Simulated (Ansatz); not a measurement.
# Geometry relaxation, with input and output: GeSi (part 1 of 2)

GeSi (P6₃mc, 4 atoms in the cell), computed with DFT, r2SCAN+rVV10, plane waves, PAW, no spin polarisation (Ansatz 0.2.0).

The structure was built on a prototype by a generator. The geometry comes from this level: PBEsol. Figures and captions count atoms from 1; the log counts them from 0 in places.

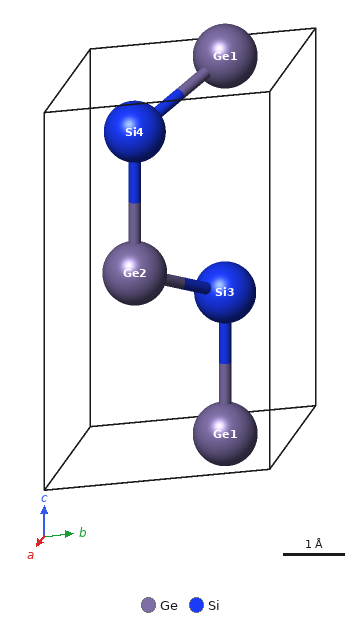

Fig. 1: The starting structure (ball-and-stick view of the cell of the calculation, seen slightly off an axis; atoms are numbered from 1 in the order of the input). Near neighbours in the crystal (not all of them lie inside the picture): Ge has 4 Si at 2.39 to 2.41 Å; Si has 4 Ge at 2.39 to 2.41 Å.

Input file:
```yaml
crystal:
  lattice:
    - [3.9033383655, 0.0, 0.0]
    - [-1.9516691827, 3.3803901841, 0.0]
    - [0.0, 0.0, 6.4353520176]
  atoms:
    - { symbol: Ge, position: [0.3333333333, 0.6666666667, 0.0002946365] }
    - { symbol: Ge, position: [0.6666666667, 0.3333333333, 0.5002946365] }
    - { symbol: Si, position: [0.3333333333, 0.6666666667, 0.3747053635] }
    - { symbol: Si, position: [0.6666666667, 0.3333333333, 0.8747053635] }
kpoints:
  mp_grid: { grid: [12, 12, 4] }
hamiltonian:
  xc: r2scan
  dispersion: rvv10
scf:
  occupations: { method: fermi_dirac, width: 0.03 }
relax:
  f_tol: 0.01
  cell: {}
  max_steps: 120
output:
  write_density: true
  write_potential: true
  elf: true
  volumetric_format: npy
```

Hardware: 2 threads of Arm Neoverse V2, 112 GiB of memory available, shared host.

Command:
```bash
ansatz run input.yaml --threads 2 --pin off --max-ram 2211MiB --backend cpu --events-out ev --progress --plain --runs-dir out
```

What the program printed:
```
Engine: ansatz 0.2.0, aarch64-unknown-linux-gnu
Pseudopotentials: kind: paw
Pseudopotential: Ge, paw, valence charge 14, recommended cutoff 500 eV (meta_gga), Ge.paw.azcp
Pseudopotential: Si, paw, valence charge 4, recommended cutoff 500 eV (meta_gga), Si.paw.azcp
Functional definition: r2SCAN+rVV10
  parameter k0 = 0.174
  parameter k1 = 0.065
  parameter a1 = 4.9479
  exchange = r2scan_x(k0 = k0, k1 = k1, a1 = a1)
  correlation = r2scan_c + rvv10(11.95, 0.0093)
Crystal: 4 atoms, lattice volume = 84.913 Å³
Basis set: ecut = 500 eV, 2153 PW (Γ), exchange–correlation on 128×128×216 points (64 copies of the dense FFT grid, shifted against one another)
Bands: 22, of which v1, the nominal top of the filled ones, is band 18 counted from 1 (17 counted from 0)
Symmetry: 12 space group operations
Space group: P63mc (ITA 186), of the structure as read, at distance tolerance 4.4e-5 Å
k-points: 57 of 576 (time reversal used)
Non-local potential: Ge, projectors of the file, l = 0: 2, l = 1: 2, l = 2: 3, l = 3: 1
Non-local potential: Si, projectors of the file, l = 0: 2, l = 1: 2, l = 2: 2
PAW form: soft (Blöchl's): semilocal exchange-correlation on the pseudo side does not see the compensation charge
rVV10 density: all electrons in the spheres
PAW frozen core: Ge, regenerated for the run's functional (the file was generated under x = pbe(κ = 0.804, μ = 0.2195149727645171), c = pbe(β = 0.06672455060314922))
PAW frozen core: Si, regenerated for the run's functional (the file was generated under x = pbe(κ = 0.804, μ = 0.2195149727645171), c = pbe(β = 0.06672455060314922))
PAW one-centre angular grid: Ge, 590 points (default); XC on 160 Gauss nodes
PAW one-centre angular grid: Si, 302 points (default); XC on 160 Gauss nodes
Initial density: superposition of atomic densities (neutral atoms: chi_scale 0, normalization atom), corrected by the library's trained network
Initial wavefunctions: pseudopotential atomic-orbital guess
Functional: x = r2scan, c = r2scan + rvv10(b = 11.95, C = 0.0093); τ floored in thin density (d = 2e-4 eV/Å³)
SCF iter   1: F=—  HF=-9880.451720 eV  |F-HF|=—  |Δ(HF+E_count)|=         —  Δρ=5.56e-3  dr2=2.56e-2  dr2_τ=1.58e-2  ethr=1.77e-3  ⟨swp⟩=6.2  Hψ=6082  notcnv=0
preconditioner: auto → Resta (q_TF=auto, 2.365 Å⁻¹)  ε∞=4.5  [insulator: Δε(μ)=0.586 eV  Ē_g=8.611 eV  σ=0.030 eV  W_gap=1.00  n_scr=22 (ndim 8)  ℏωp=16.1 eV  f_vac=0.012  D(μ)=0.00/eV (n_scr^D=0)  ε∞_Penn≈4.5]
SCF iter   2: F=—  HF=-9880.471693 eV  |F-HF|=—  |Δ(HF+E_count)|=   2.00e-2  Δρ=2.19e-3  dr2=4.14e-3  dr2_τ=4.32e-5  ethr=7.12e-5  ⟨swp⟩=2.6  Hψ=3021  notcnv=0
SCF iter   3: F=—  HF=-9880.470823 eV  |F-HF|=—  |Δ(HF+E_count)|=   8.70e-4  Δρ=1.35e-3  dr2=1.31e-3  dr2_τ=1.13e-5  ethr=1.15e-5  ⟨swp⟩=2.0  Hψ=2281  notcnv=0
SCF iter   4: F=—  HF=-9880.470586 eV  |F-HF|=—  |Δ(HF+E_count)|=   2.37e-4  Δρ=1.91e-4  dr2=2.01e-5  dr2_τ=1.64e-7  ethr=3.63e-6  ⟨swp⟩=2.0  Hψ=1616  notcnv=0
SCF iter   5: F=—  HF=-9880.470587 eV  |F-HF|=—  |Δ(HF+E_count)|=   1.55e-6  Δρ=3.63e-5  dr2=1.41e-6  dr2_τ=1.10e-8  ethr=5.57e-8  ⟨swp⟩=2.0  Hψ=2184  notcnv=0
SCF iter   6: F=-9880.470587 eV  HF=-9880.470587 eV  |F-HF|=2.99e-9  |Δ(HF+E_count)|=   1.59e-7  Δρ=5.77e-6  dr2=2.18e-8  dr2_τ=6.30e-10  ethr=2.78e-10  ⟨swp⟩=6.7  Hψ=8404  notcnv=0
SCF 1 converged in 6 iterations: F = -9880.470587 eV  dr2 = 2.18e-8
  greatest PAW one-centre occupation: 0.998 electrons in one spin orbital (limit 2), on the Ge atom at site 1 (counted from 0), in its partial waves of l = 2
relax step   1: F+E_penalty+E_count = -9880.47058720 eV  Δ(F+E_penalty+E_count) = +0.000e0 eV  max|allowed force component| = 1.597e-2 eV/Å  Δτ_max = 0.0000 Å  P = -0.336 GPa  Ω = 84.913 Å³  (6 SCF iters, dr2 threshold 1.00e-7 eV, accepted)
Crystal: 4 atoms, lattice volume = 84.624 Å³
Basis set: ecut = 500 eV, 2105 PW (Γ), exchange–correlation on 128×128×216 points (64 copies of the dense FFT grid, shifted against one another)
rVV10 density: all electrons in the spheres
Initial density: handed on by an earlier stage of this run
Initial wavefunctions: those handed on with the density
iter 1 solved again at ethr=5.02e-7 eV; its pass at ethr=3.10e-3 eV (dr2=1.81e-4 eV) is discarded
SCF iter   1: F=—  HF=-9880.470612 eV  |F-HF|=—  |Δ(HF+E_count)|=         —  Δρ=4.83e-4  dr2=2.04e-4  dr2_τ=1.67e-4  ethr=5.02e-7  ⟨swp⟩=2.0  Hψ=7321  notcnv=0
preconditioner: auto → Resta (q_TF=auto, 2.366 Å⁻¹)  ε∞=4.5  [insulator: Δε(μ)=0.619 eV  Ē_g=8.608 eV  σ=0.030 eV  W_gap=1.00  n_scr=22 (ndim 8)  ℏωp=16.1 eV  f_vac=0.012  D(μ)=0.00/eV (n_scr^D=0)  ε∞_Penn≈4.5]
SCF iter   2: F=—  HF=-9880.471027 eV  |F-HF|=—  |Δ(HF+E_count)|=   4.15e-4  Δρ=3.00e-4  dr2=8.37e-5  dr2_τ=1.77e-7  ethr=5.02e-7  ⟨swp⟩=2.0  Hψ=1710  notcnv=0
SCF iter   3: F=—  HF=-9880.471012 eV  |F-HF|=—  |Δ(HF+E_count)|=   1.51e-5  Δρ=5.19e-5  dr2=3.00e-6  dr2_τ=7.75e-8  ethr=2.33e-7  ⟨swp⟩=2.0  Hψ=1700  notcnv=0
SCF iter   4: F=—  HF=-9880.471011 eV  |F-HF|=—  |Δ(HF+E_count)|=   6.47e-7  Δρ=2.83e-5  dr2=6.47e-7  dr2_τ=4.86e-9  ethr=1.11e-9  ⟨swp⟩=8.9  Hψ=9976  notcnv=0
SCF iter   5: F=-9880.471011 eV  HF=-9880.471011 eV  |F-HF|=3.83e-8  |Δ(HF+E_count)|=   6.99e-9  Δρ=1.33e-5  dr2=1.92e-7  dr2_τ=1.29e-9  ethr=1.11e-9  ⟨swp⟩=8.0  Hψ=7899  notcnv=0
SCF 2 converged in 5 iterations: F = -9880.471011 eV  dr2 = 1.92e-7
relax step   2: F+E_penalty+E_count = -9880.47101123 eV  Δ(F+E_penalty+E_count) = -4.240e-4 eV  max|allowed force component| = 2.920e-2 eV/Å  Δτ_max = 0.0040 Å  P = -0.061 GPa  Ω = 84.624 Å³  energy of the carried Pulay correction = +5.429e-5 eV  (5 SCF iters, dr2 threshold 4.00e-7 eV, accepted)
Crystal: 4 atoms, lattice volume = 84.590 Å³
rVV10 density: all electrons in the spheres
iter 1 solved again at ethr=9.39e-8 eV; its pass at ethr=3.10e-3 eV (dr2=3.38e-5 eV) is discarded
SCF iter   1: F=—  HF=-9880.471240 eV  |F-HF|=—  |Δ(HF+E_count)|=         —  Δρ=2.25e-4  dr2=3.90e-5  dr2_τ=3.45e-5  ethr=9.39e-8  ⟨swp⟩=2.2  Hψ=7166  notcnv=0
preconditioner: auto → Resta (q_TF=auto, 2.366 Å⁻¹)  ε∞=4.5  [insulator: Δε(μ)=0.608 eV  Ē_g=8.609 eV  σ=0.030 eV  W_gap=1.00  n_scr=22 (ndim 8)  ℏωp=16.1 eV  f_vac=0.013  D(μ)=0.00/eV (n_scr^D=0)  ε∞_Penn≈4.5]
SCF iter   2: F=—  HF=-9880.471312 eV  |F-HF|=—  |Δ(HF+E_count)|=   7.24e-5  Δρ=1.37e-4  dr2=1.52e-5  dr2_τ=3.18e-8  ethr=9.39e-8  ⟨swp⟩=2.0  Hψ=1706  notcnv=0
SCF iter   3: F=—  HF=-9880.471310 eV  |F-HF|=—  |Δ(HF+E_count)|=   2.62e-6  Δρ=1.98e-5  dr2=3.47e-7  dr2_τ=1.21e-8  ethr=4.23e-8  ⟨swp⟩=2.0  Hψ=1692  notcnv=0
SCF iter   4: F=-9880.471310 eV  HF=-9880.471310 eV  |F-HF|=2.09e-8  |Δ(HF+E_count)|=   7.48e-8  Δρ=1.03e-5  dr2=8.91e-8  dr2_τ=6.94e-10  ethr=5.79e-10  ⟨swp⟩=8.0  Hψ=8341  notcnv=0
SCF 3 converged in 4 iterations: F = -9880.471310 eV  dr2 = 8.91e-8
relax step   3: F+E_penalty+E_count = -9880.47130973 eV  Δ(F+E_penalty+E_count) = -2.985e-4 eV  max|allowed force component| = 3.807e-3 eV/Å  Δτ_max = 0.0020 Å  P = -0.018 GPa  Ω = 84.590 Å³  energy of the carried Pulay correction = +6.063e-5 eV  (4 SCF iters, dr2 threshold 2.09e-7 eV, accepted)
rVV10 density: all electrons in the spheres
Initial wavefunctions: pseudopotential atomic-orbital guess (no wavefunctions were taken with the density)
iter 1 solved again at ethr=2.46e-7 eV; its pass at ethr=3.10e-3 eV (dr2=8.84e-5 eV) is discarded
SCF iter   1: F=—  HF=-9880.471249 eV  |F-HF|=—  |Δ(HF+E_count)|=         —  Δρ=1.16e-5  dr2=9.34e-8  dr2_τ=6.33e-9  ethr=2.46e-7  ⟨swp⟩=3.0  Hψ=9676  notcnv=0
preconditioner: auto → Resta (q_TF=auto, 2.366 Å⁻¹)  ε∞=4.5  [insulator: Δε(μ)=0.609 eV  Ē_g=8.609 eV  σ=0.030 eV  W_gap=1.00  n_scr=22 (ndim 8)  ℏωp=16.1 eV  f_vac=0.013  D(μ)=0.00/eV (n_scr^D=0)  ε∞_Penn≈4.5]
SCF iter   2: F=—  HF=-9880.471249 eV  |F-HF|=—  |Δ(HF+E_count)|=   2.55e-7  Δρ=6.46e-6  dr2=3.57e-8  dr2_τ=6.84e-10  ethr=2.59e-10  ⟨swp⟩=2.3  Hψ=2168  notcnv=0
SCF iter   3: F=—  HF=-9880.471249 eV  |F-HF|=—  |Δ(HF+E_count)|=   1.57e-8  Δρ=2.03e-6  dr2=3.23e-9  dr2_τ=4.29e-11  ethr=9.90e-11  ⟨swp⟩=2.8  Hψ=2299  notcnv=0
SCF iter   4: F=—  HF=-9880.471249 eV  |F-HF|=—  |Δ(HF+E_count)|=   1.74e-9  Δρ=6.39e-7  dr2=4.79e-10  dr2_τ=8.49e-12  ethr=8.97e-12  ⟨swp⟩=2.0  Hψ=2270  notcnv=0
SCF iter   5: F=-9880.471249 eV  HF=-9880.471249 eV  |F-HF|=7.28e-12  |Δ(HF+E_count)|=  2.58e-10  Δρ=1.34e-7  dr2=1.26e-11  dr2_τ=7.43e-13  ethr=1.00e-12  ⟨swp⟩=4.1  Hψ=6333  notcnv=0
SCF 4 converged in 5 iterations: F = -9880.471249 eV  dr2 = 1.26e-11
relax step   4: F+E_penalty+E_count = -9880.47124869 eV  Δ(F+E_penalty+E_count) = +6.104e-5 eV  max|allowed force component| = 3.786e-3 eV/Å  Δτ_max = 0.0000 Å  P = -0.018 GPa  Ω = 84.590 Å³  stress off target by 2.33e-2 GPa  SCF on the basis re-selected at this cell (its energy is not comparable with the rows above)  (5 SCF iters)
```

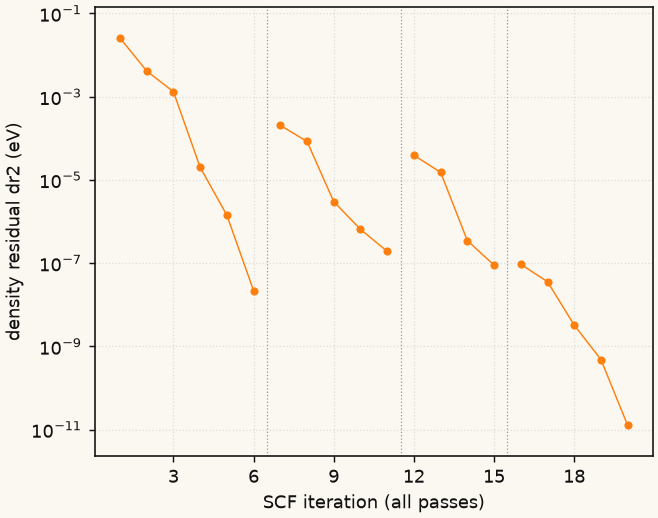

Fig. 2: Convergence of the self-consistent field: density residual dr2 against the SCF iteration. The dotted lines part the SCF passes of the relaxation: geometry steps, rejected trials and re-solves on a re-selected basis. The passes take 6, 5, 4 and 5 iterations.

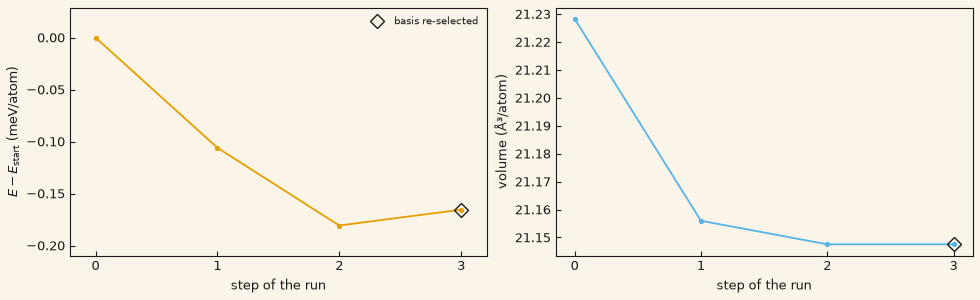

Fig. 3: Progress of the relaxation, step by step (the first geometry is step 0 here and step 1 in the log). After 2 geometry steps the energy has fallen by 0.2 meV per atom. The largest force component goes from 0.016 to 0.0038 eV/Å. Pressure: −0.34 GPa at the start and −0.02 GPa at the end. No atom moves by more than 0.005 Å relative to the cell. Cell: a = b 3.903 → 3.894 Å (−0.2 %), c 6.435 → 6.440 Å (+0.1 %). Volume −0.4 %. The space group stays P6_3mc (No. 186). A last SCF at the same geometry on a re-selected plane-wave basis shifts the energy by +0.0 meV per atom. (Atoms are counted from 1 in the order of the input.)

```
basis re-selected at this cell: Δ(F+E_penalty+E_count) = +6.104e-5 eV, ΔP = -0.000 GPa vs the last step (what re-selecting the basis moved, of the pressure what is left beyond the Pulay correction that the steps carried, after the strain that the cell walked since its last selection, with what the two solves' SCF thresholds leave and, on support functions, any second-order correction that the steps lacked; it is no measure of the basis error at this ecutwfc). This SCF's stress stands 2.33e-2 GPa from its target on what of the cell is left free (relax.cell.stress_tol is 5.00e-2 GPa) and its largest allowed force component is 3.79e-3 eV/Å (relax.f_tol is 1.00e-2 eV/Å): within both
SCF converged after 5 iterations
Free energy (F): -9880.471249 eV
Harris-Foulkes:  -9880.471249 eV  (|F-HF|=7.28e-12)
Internal energy: -9880.471248 eV  (E = F + TS)
E sigma→0 (E₀):  -9880.471249 eV
Entropy (-TS):   -0.000000 eV (-0.000 meV/atom)
Fermi energy:    7.952503 eV
--- Per-component energies (eV) ---
  E_band       = -320.334578
  E_kinetic    = 303.298193
  E_local      = -5294.389430  (includes V_loc(G=0)·N_el)
  E_nonlocal   = 890.632595
  E_hartree    = 2330.851822
  E_xc         = -238.153441
  E_vxc        = -235.005030  (∫ρ·V_xc dr)
  E_paw        = -5108.051468  (= ΣΔE_a)
  E_vpaw       = -658.088598  (= ΣTr[D̂ρ^β])
  E_aug_tail   = 0.000089  (compensation charges beyond the density's cutoff)
  E_vtau       = 11.514008  (kinetic-family band-sum trace: ∫τ·v_τ [+ j·A + Jᵃ·Aᵃ] dr)
  E_ewald      = -2762.335212
  E_core_change = -2.324397  (= ΣΔE_core)
  E_smearing   = -0.000000  (= −TS)
  E_closure    = 0.000000  (closes the sum)
  Σ components = -9880.471249   (vs F -9880.471249, Δ=0.00e0)
```
